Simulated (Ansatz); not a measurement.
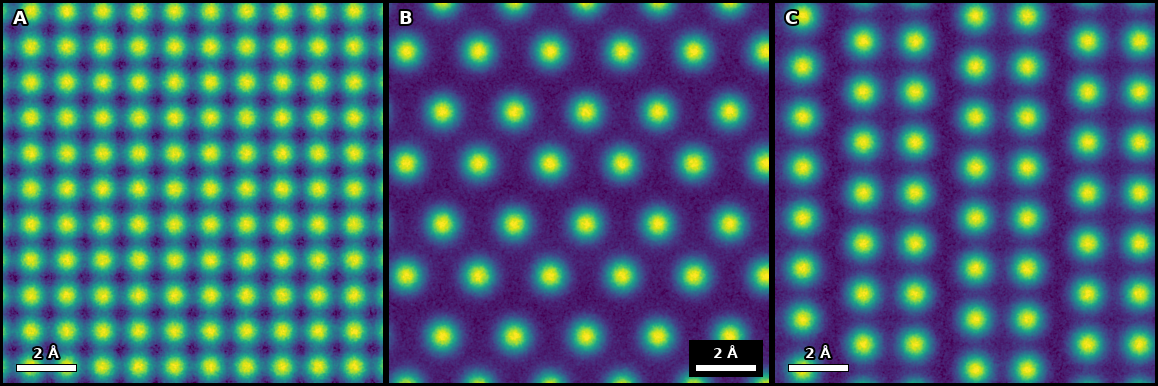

Three views of Ni (Cmcm, No. 63) along different zone axes. The image is simulated as a sum over atoms of Z^1.7, blurred by a 0.74 Å probe (no channelling). The probe carries 25 % of its weight in a tail 2.5 times as wide. The display is stretched by a gamma of 0.65; percentages refer to the linear signal. Shot noise was added. Structure used: coordinates from a relaxation with Ansatz 0.2.0, DFT PBE, scalar-relativistic, plane waves, PAW; the starting structure was generated, so it need not be a known form of this composition.

```
Ni
1.0
     2.43224    0.00000    0.00000
     0.00000    7.67809    0.00000
     0.00000    0.00000    2.45711
Ni
4
Direct
  0.50000 0.63472 0.25000
  0.00000 0.86528 0.75000
  0.00000 0.13472 0.25000
  0.50000 0.36528 0.75000
```

Match the panels to the zone axes [010], [100] and [101].

Answer. A is [010]: projected cell 1.22 × 1.23 Å, 90°, plane group p4mm. B is [100]: projected cell 2.46 × 3.84 Å, 90°. C is [101]: projected cell 1.73 × 3.94 Å, 103°, plane group c2mm.
